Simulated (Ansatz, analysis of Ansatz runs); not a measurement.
**Migration in La2O3 (P-3m1): V_O hop (2.9 Å), charge +2**

Wanted: path and barrier of a jump of O in La2O3 (P-3m1) at charge +2. The case: V_O hop (2.9 Å), in a cell of 20 host atoms with 1 O taken out.

Calculated with Ansatz 0.2.0; plane-wave PAW DFT, PBEsol; nudged elastic band between two relaxed defect structures at fixed charge in a uniform background.

## (1) Starting point

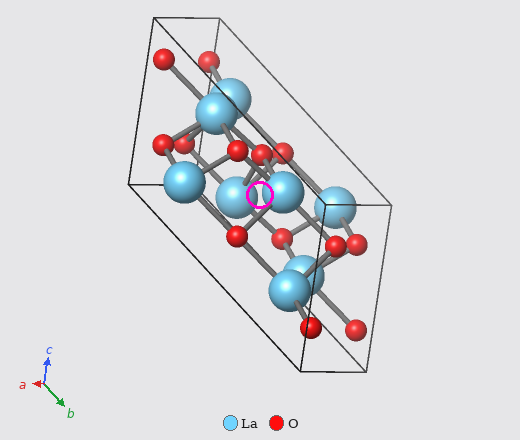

The starting structure, seen slightly off an axis (lanthanum blue, oxygen red). A ring marks the centre wherever it is empty. Some periodic images of atoms are drawn too.

The cell holds 19 atoms: 8 La and 11 O. Cell: a = 9.070 Å, b = 9.070 Å, c = 7.194 Å, α = 124.0°, β = 124.0°, γ = 96.5°. It derives from La2O3 (space group P-3m1). Nearest the centre at fractional (0.750, 0.500, 0.750): O12 at 1.43 Å, La5 at 1.91 Å, La2 at 1.91 Å, O9 at 3.11 Å, O10 at 3.11 Å, O13 at 3.11 Å, O14 at 3.11 Å, La7 at 3.36 Å. The cell carries charge +2.

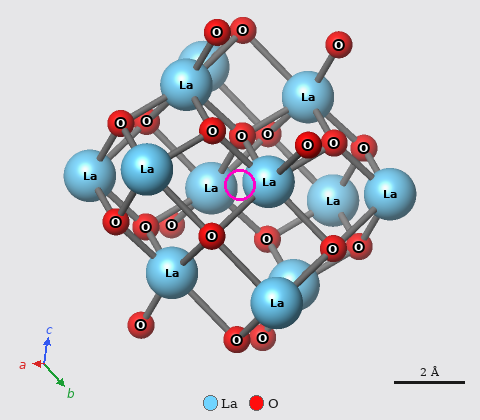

The atoms within 5 Å of the centre. A ring marks the centre wherever it is empty.

The cell's shortest repeat is 7.2 Å.

## (2) Relaxation of the start point, charge +2

The ends come first: from an unrelaxed start the top is counted from too high an energy, and the barrier comes out too low. Small random displacements break the symmetry of the ideal sites, so that the defect can distort if it gains by it. The charge of +2 is set by the electron count, and a uniform background keeps the cell neutral.

qp2_c20k1s.start/input.yaml reads:

```yaml
crystal:
  lattice:
    - [-5.85878787, 3.38257281, 6.04134098]
    - [5.85878787, -3.38257281, 6.04134098]
    - [1.95292932, 3.38257275, -6.04134098]
  atoms:
    - { symbol: La, position: [0.04396788, 0.21063455, 0.5] }
    - { symbol: La, position: [0.04396788, 0.71063455, 0.0] }
    - { symbol: La, position: [0.54396788, 0.21063455, 0.0] }
    - { symbol: La, position: [0.54396788, 0.71063455, 0.5] }
    - { symbol: La, position: [0.45603212, 0.28936545, 0.5] }
    - { symbol: La, position: [0.45603212, 0.78936545, 0.0] }
    - { symbol: La, position: [0.95603212, 0.28936545, 0.0] }
    - { symbol: La, position: [0.95603212, 0.78936545, 0.5] }
    - { symbol: O, position: [0.34368101, 0.01034767, 0.0] }
    - { symbol: O, position: [0.34368101, 0.51034767, 0.5] }
    - { symbol: O, position: [0.84368101, 0.01034767, 0.5] }
    - { symbol: O, position: [0.84368101, 0.51034767, 0.0] }
    - { symbol: O, position: [0.15631899, 0.48965233, 0.0] }
    - { symbol: O, position: [0.15631899, 0.98965233, 0.5] }
    - { symbol: O, position: [0.65631899, 0.98965233, 0.0] }
    - { symbol: O, position: [0.0, 0.0, 0.0] }
    - { symbol: O, position: [0.0, 0.5, 0.5] }
    - { symbol: O, position: [0.5, 0.0, 0.5] }
    - { symbol: O, position: [0.5, 0.5, 0.0] }
total_charge: 2
basis:
  ecutwfc: 420
  xc_grid: 2
hamiltonian:
  xc: pbesol
kpoints:
  mp_grid: { grid: [1, 1, 1], shift: [0.25, 0.25, 0.25] }
scf:
  occupations: { method: fixed }
  max_iter: 100
output:
  forces: true
relax:
  f_tol: 0.02
  max_steps: 70
  random_displacement: { amplitude: 0.03, seed: 7749 }
```

Command:

```
> ansatz run input.yaml --threads 8 --pin off --max-ram 14131MiB --backend cpu --events-out ev --progress --plain --runs-dir out
```

Numbers of over 12 decimals in the logs are rounded to 6 here.

What it wrote:

```text
[... repeated set-up lines and file paths are left out, and long positions are rounded to six places ...]
The last accepted step is kept in <dir> (removed where the run ends without a failure and the disk answers)
Engine: ansatz 0.2.0, aarch64-unknown-linux-gnu
Pseudopotentials: kind: paw
Pseudopotential: La, paw, valence charge 11, recommended cutoff 420 eV (normal), La.paw.azcp
Pseudopotential: O, paw, valence charge 6, recommended cutoff 420 eV (normal), O.paw.azcp
Functional definition: PBEsol
  exchange = pbesol_x
  correlation = pbesol_c
Crystal: 19 atoms, lattice volume = 319.269 Å³
Basis set: ecut = 420 eV, 6159 PW (Γ), exchange–correlation on 128×128×100 points (8 copies of the dense FFT grid, shifted against one another)
Bands: 95, of which v1, the nominal top of the filled ones, is band 76 counted from 1 (75 counted from 0)
Symmetry: 1 space group operations
k-points: 1
Non-local potential: La, projectors of the file, l = 0: 3, l = 1: 2, l = 2: 2, l = 3: 3
Non-local potential: O, projectors of the file, l = 0: 2, l = 1: 2, l = 2: 1
PAW form: soft (Blöchl's): semilocal exchange-correlation on the pseudo side does not see the compensation charge
PAW frozen core: La, regenerated for the run's functional, and the local potential with it (the file was generated under x = pbe(κ = 0.804, μ = 0.219515), c = pbe(β = 0.066725))
PAW frozen core: O, regenerated for the run's functional, and the local potential with it (the file was generated under x = pbe(κ = 0.804, μ = 0.219515), c = pbe(β = 0.066725))
PAW one-centre angular grid: La, 590 points (default); XC on 64 Gauss nodes
PAW one-centre angular grid: O, 110 points (default); XC on 64 Gauss nodes
Initial density: superposition of atomic densities (neutral atoms scaled as one to the charged cell's electrons: chi_scale 0, normalization atom), corrected by the library's trained network
Initial wavefunctions: pseudopotential atomic-orbital guess
Functional: x = pbesol(κ = 0.804, μ = 0.123457), c = pbesol(β = 0.046)
SCF iter   1: F=—  HF=-55519.624894 eV  |F-HF|=—  |Δ(HF+E_count)|=         —  Δρ=2.09e-2  dr2=3.92e0  ethr=1.77e-3  ⟨swp⟩=4.0  Hψ=360  notcnv=0  defer=15
preconditioner: auto → Resta (q_TF=auto, 2.411 Å⁻¹)  ε∞=4.8  [insulator: Δε(μ)=3.423 eV  Ē_g=12.434 eV  n_scr=70 (ndim 8)  ℏωp=24.2 eV  f_vac=0.011  ε∞_Penn≈4.8]
SCF iter   2: F=—  HF=-55518.803332 eV  |F-HF|=—  |Δ(HF+E_count)|=   8.22e-1  Δρ=1.20e-2  dr2=1.17e0  ethr=1.77e-3  ⟨swp⟩=3.0  Hψ=144  notcnv=0  defer=15
SCF iter   3: F=—  HF=-55518.552822 eV  |F-HF|=—  |Δ(HF+E_count)|=   2.51e-1  Δρ=8.81e-3  dr2=5.01e-1  ethr=7.72e-4  ⟨swp⟩=4.0  Hψ=122  notcnv=0  defer=16
automatic band count: iteration 3 solves 94 bands in place of 95: the levels show a gap, and the empty bands left out lie too high to hold charge; the band table lists the bands solved (type scf.n_extra_bands for more)
SCF iter   4: F=—  HF=-55518.453880 eV  |F-HF|=—  |Δ(HF+E_count)|=   9.89e-2  Δρ=2.89e-3  dr2=3.22e-2  ethr=3.30e-4  ⟨swp⟩=4.0  Hψ=145  notcnv=0  defer=16
SCF iter   5: F=—  HF=-55518.460677 eV  |F-HF|=—  |Δ(HF+E_count)|=   6.80e-3  Δρ=3.07e-3  dr2=2.97e-2  ethr=2.12e-5  ⟨swp⟩=4.0  Hψ=149  notcnv=0  defer=16
SCF iter   6: F=—  HF=-55518.457622 eV  |F-HF|=—  |Δ(HF+E_count)|=   3.05e-3  Δρ=5.05e-4  dr2=1.06e-3  ethr=1.95e-5  ⟨swp⟩=3.0  Hψ=166  notcnv=0  defer=16
SCF iter   7: F=—  HF=-55518.458096 eV  |F-HF|=—  |Δ(HF+E_count)|=   4.74e-4  Δρ=2.78e-4  dr2=3.32e-4  ethr=6.97e-7  ⟨swp⟩=3.0  Hψ=160  notcnv=0  defer=16
SCF iter   8: F=—  HF=-55518.458058 eV  |F-HF|=—  |Δ(HF+E_count)|=   3.81e-5  Δρ=1.23e-4  dr2=8.06e-5  ethr=2.18e-7  ⟨swp⟩=2.0  Hψ=142  notcnv=0  defer=16
SCF iter   9: F=-55518.458045 eV  HF=-55518.458044 eV  |F-HF|=8.24e-7  |Δ(HF+E_count)|=   1.41e-5  Δρ=2.53e-5  dr2=2.04e-6  ethr=6.58e-9  ⟨swp⟩=3.0  Hψ=363  notcnv=0
SCF 1 converged in 9 iterations: F = -55518.458045 eV  dr2 = 2.04e-6
  greatest PAW one-centre occupation: 0.973 electrons in one spin orbital (limit 2), on the La atom at site 5 (counted from 0), in its partial waves of l = 0
relax step   1: F+E_penalty+E_count = -55518.45804475 eV  Δ(F+E_penalty+E_count) = +0.000e0 eV  max|allowed force component| = 2.259e0 eV/Å  Δτ_max = 0.0000 Å  (9 SCF iters, dr2 threshold 1.00e-5 eV, accepted)
[... the SCF cycles and remarks between the steps are left out from here to the last step ...]
relax step   2: F+E_penalty+E_count = -55519.46545635 eV  Δ(F+E_penalty+E_count) = -1.007e0 eV  max|allowed force component| = 1.522e0 eV/Å  Δτ_max = 0.1972 Å  (8 SCF iters, dr2 threshold 1.00e-4 eV, accepted)
relax step   3: F+E_penalty+E_count = -55519.84393948 eV  Δ(F+E_penalty+E_count) = -3.785e-1 eV  max|allowed force component| = 5.483e-1 eV/Å  Δτ_max = 0.2000 Å  (7 SCF iters, dr2 threshold 1.00e-4 eV, accepted)
relax step   4: F+E_penalty+E_count = -55519.85296379 eV  Δ(F+E_penalty+E_count) = -9.024e-3 eV  max|allowed force component| = 3.651e-1 eV/Å  Δτ_max = 0.2000 Å  (6 SCF iters, dr2 threshold 3.90e-5 eV, accepted)
relax step   5: F+E_penalty+E_count = -55519.73823680 eV  Δ(F+E_penalty+E_count) = +1.147e-1 eV  max|allowed force component| = 5.795e-1 eV/Å  Δτ_max = 0.2000 Å  (7 SCF iters, dr2 threshold 1.73e-5 eV, rejected (line search))
relax step   6: F+E_penalty+E_count = -55519.94567452 eV  Δ(F+E_penalty+E_count) = -9.271e-2 eV  max|allowed force component| = 9.088e-2 eV/Å  Δτ_max = 0.0925 Å  (10 SCF iters, accepted)
relax step   7: F+E_penalty+E_count = -55519.94896194 eV  Δ(F+E_penalty+E_count) = -3.287e-3 eV  max|allowed force component| = 2.982e-2 eV/Å  Δτ_max = 0.0363 Å  (7 SCF iters, dr2 threshold 5.16e-7 eV, accepted)
SCF iter   1: F=—  HF=-55519.950684 eV  |F-HF|=—  |Δ(HF+E_count)|=         —  Δρ=8.91e-4  dr2=1.84e-3  ethr=1.57e-5  ⟨swp⟩=3.0  Hψ=175  notcnv=0  defer=16
automatic band count: iteration 1 solves 94 bands in place of 95: the levels show a gap, and the empty bands left out lie too high to hold charge; the band table lists the bands solved (type scf.n_extra_bands for more)
SCF iter   2: F=—  HF=-55519.950433 eV  |F-HF|=—  |Δ(HF+E_count)|=   2.51e-4  Δρ=4.69e-4  dr2=5.89e-4  ethr=1.21e-6  ⟨swp⟩=2.0  Hψ=115  notcnv=0  defer=16
SCF iter   3: F=—  HF=-55519.950386 eV  |F-HF|=—  |Δ(HF+E_count)|=   4.67e-5  Δρ=3.12e-4  dr2=2.98e-4  ethr=3.88e-7  ⟨swp⟩=2.0  Hψ=143  notcnv=0  defer=16
SCF iter   4: F=—  HF=-55519.950331 eV  |F-HF|=—  |Δ(HF+E_count)|=   5.51e-5  Δρ=5.52e-5  dr2=9.77e-6  ethr=1.96e-7  ⟨swp⟩=2.0  Hψ=143  notcnv=0  defer=11
SCF iter   5: F=—  HF=-55519.949980 eV  |F-HF|=—  |Δ(HF+E_count)|=   3.51e-4  Δρ=2.23e-5  dr2=1.40e-6  ethr=6.43e-9  ⟨swp⟩=2.0  Hψ=151  notcnv=0  defer=11
SCF iter   6: F=—  HF=-55519.949980 eV  |F-HF|=—  |Δ(HF+E_count)|=   7.98e-8  Δρ=1.13e-5  dr2=3.26e-7  ethr=9.19e-10  ⟨swp⟩=2.0  Hψ=151  notcnv=0  defer=11
SCF iter   7: F=-55519.949980 eV  HF=-55519.949980 eV  |F-HF|=1.22e-8  |Δ(HF+E_count)|=   4.44e-8  Δρ=2.76e-6  dr2=2.27e-8  ethr=6.58e-11  ⟨swp⟩=4.0  Hψ=318  notcnv=0
SCF 8 converged in 7 iterations: F = -55519.949980 eV  dr2 = 2.27e-8
relax step   8: F+E_penalty+E_count = -55519.94997964 eV  Δ(F+E_penalty+E_count) = -1.018e-3 eV  max|allowed force component| = 9.577e-3 eV/Å  Δτ_max = 0.0205 Å  (7 SCF iters, accepted)
SCF converged after 7 iterations
Free energy (F): -55519.949980 eV
Harris-Foulkes:  -55519.949980 eV  (|F-HF|=1.22e-8)
Internal energy: -55519.949980 eV  (E = F + TS)
E sigma→0 (E₀):  -55519.949980 eV
Fermi energy:    9.552771 eV
--- Per-component energies (eV) ---
  E_band       = -62.893318
  E_kinetic    = 3440.884205
  E_local      = -6049.704105  (includes V_loc(G=0)·N_el)
  E_nonlocal   = 1307.350815
  E_hartree    = 2174.584050
  E_xc         = -1902.021094
  E_vxc        = -2198.267978  (∫ρ·V_xc dr)
  E_paw        = -44304.358042  (= ΣΔE_a)
  E_vpaw       = -912.351951  (= ΣTr[D̂ρ^β])
  E_aug_tail   = 0.026488  (compensation charges beyond the density's cutoff)
  E_ewald      = -10188.456537
  E_core_change = 1.744243  (= ΣΔE_core)
  E_smearing   = -0.000000  (= −TS)
  E_closure    = 0.000000  (closes the sum)
  E_deformation_potential = 41.600132  (in the stress; not in F)
  Σ components = -55519.949980   (vs F -55519.949980, Δ=0.00e0)
--- Forces (eV/Å), atoms counted from 1 ---
  atom   1  La    -0.00047280     0.00138386     0.00222566
  atom   2  La     0.00802199    -0.00366110     0.00191931
  atom   3  La     0.00582503    -0.00579712     0.00223198
  atom   4  La    -0.00641537     0.00250136    -0.00017056
  atom   5  La     0.00088251     0.00142762    -0.00524734
  atom   6  La    -0.00137284    -0.00329450    -0.00032302
  atom   7  La    -0.00282293     0.00461612     0.00011444
  atom   8  La     0.00225954    -0.00022398    -0.00121794
  atom   9  O     -0.00957561     0.00134573     0.00250695
  atom  10  O      0.00906971    -0.00377489     0.00590054
  atom  11  O      0.00401872    -0.00299374    -0.00180956
  atom  12  O      0.00040795     0.00349828    -0.00011928
  atom  13  O     -0.00438083     0.00554426    -0.00172739
  atom  14  O     -0.00656522     0.00012053    -0.00125764
  atom  15  O     -0.00034579     0.00135530    -0.00294831
  atom  16  O     -0.00002198    -0.00265814    -0.00115563
  atom  17  O     -0.00114184    -0.00074885     0.00186547
  atom  18  O      0.00023718    -0.00290102    -0.00040534
  atom  19  O      0.00241074     0.00429326    -0.00039130
  max |Σ_I F_I| component: 3.30e-5 eV/Å
--- Relaxed structure (8 steps of the walk, 7 accepted, 0 SCFs on fresh bases) ---
  F+E_penalty+E_count = -55519.94997964 eV   max|allowed force component| = 9.577e-3 eV/Å
  atoms:
    - { symbol: La, position: [0.038257, 0.204186, 0.498302] }
    - { symbol: La, position: [0.055504, 0.716531, 0.009989] }
    - { symbol: La, position: [0.543909, 0.204926, -0.013074] }
    - { symbol: La, position: [0.548336, 0.728459, 0.498320] }
    - { symbol: La, position: [0.427470, 0.269432, 0.498361] }
    - { symbol: La, position: [0.452587, 0.799299, -0.008669] }
    - { symbol: La, position: [0.959458, 0.306341, 0.005203] }
    - { symbol: La, position: [0.955655, 0.794149, 0.498313] }
    - { symbol: O, position: [0.368218, 0.045626, 0.045662] }
    - { symbol: O, position: [0.358843, 0.500487, 0.498187] }
    - { symbol: O, position: [0.838389, 0.007986, 0.498319] }
    - { symbol: O, position: [0.820981, 0.498379, -0.049069] }
    - { symbol: O, position: [0.152109, 0.491274, -0.004341] }
    - { symbol: O, position: [0.161551, 0.995801, 0.498510] }
    - { symbol: O, position: [0.654680, 0.993738, 0.000811] }
    - { symbol: O, position: [-0.032665, -0.056947, -0.056947] }
    - { symbol: O, position: [-0.000242, 0.515207, 0.498261] }
    - { symbol: O, position: [0.487889, -0.014433, 0.498708] }
    - { symbol: O, position: [0.522412, 0.498241, 0.053162] }
```

Run time: 15 s. Hardware: 8 threads of Arm Neoverse N1, shared host; peak memory 0.58 GiB; 91 s of CPU time.

The steps of the relaxation:

```csv
step,energy less that of the first step (eV),largest force component (eV/Å)
1,0.0000,2.2588
2,-1.0074,1.5218
3,-1.3859,0.5483
4,-1.3949,0.3651
5,-1.2802,0.5795
6,-1.4876,0.0909
7,-1.4909,0.0298
8,-1.4919,0.0096
```

Relaxation step 5 was tried and not accepted.

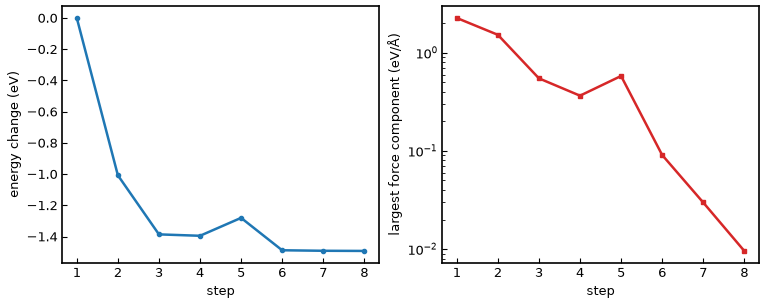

Energy and largest force along the relaxation.

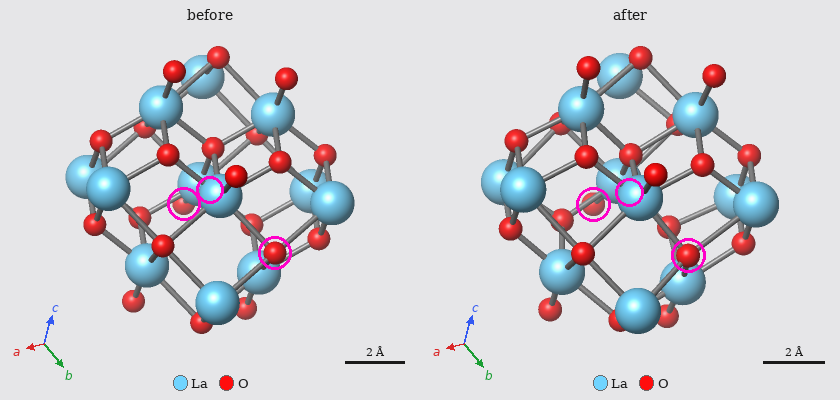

Before and after: the atoms that start within 5 Å of the centre. O16, which moves most, is ringed if it is among them. A ring with no atom in it marks the empty centre.

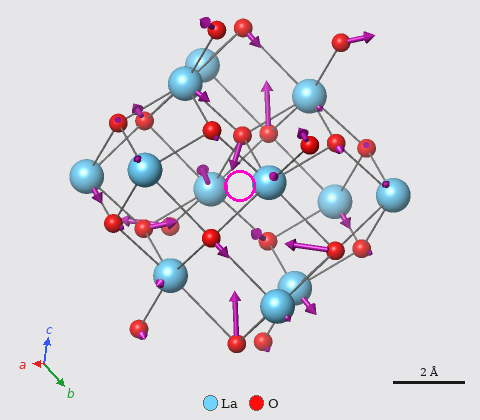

Displacements in the relaxation from the typed sites near the centre, exaggerated, the mean shift taken out; the longest in the cell stands for 0.34 Å. A ring marks the centre wherever it is empty.

The atoms that moved most (Å, from the sites as typed, ahead of the random displacement, the mean shift of all atoms taken out):

```csv
atom,dx,dy,dz,length
O16,-0.256,-0.101,-0.194,0.337
O19,-0.040,0.271,-0.193,0.335
La5,0.045,-0.026,-0.280,0.285
O12,-0.035,-0.193,0.090,0.216
O9,0.150,0.127,0.089,0.215
O10,-0.153,0.088,0.046,0.182
La4,0.073,-0.042,0.147,0.170
O18,-0.019,0.013,-0.149,0.151
```

Neighbours of O12 at the end:

```
atom  distance (Å)
 La5         2.328
 La7         2.339
 La2         2.392
 La8         2.502
 O13         2.848
 O14         2.963
 O19         3.178
 O18         3.202
 O17         3.207
```

Read from the output:

```
free energy                                                                                       : -55519.9500 eV
r.m.s. move of the farther half of the atoms                                                      : 0.1862 Å
largest move from the ideal geometry of this structure, a common shift of the far atoms taken out : 0.3449 Å
```

The relaxation gained 1.492 eV and ended with a largest force component of 0.0096 eV/Å.

[end of part 1 of 3]

[Logs are printed without paths, hosts, clocks, repeated set-up lines and the standing remarks that a program may print on its own settings, such as how far it seeks lower states.]

[Hosts, paths, dates, database ids (printed as entryN), source tags and the programs' standing remarks are cut or masked in the printed files.]
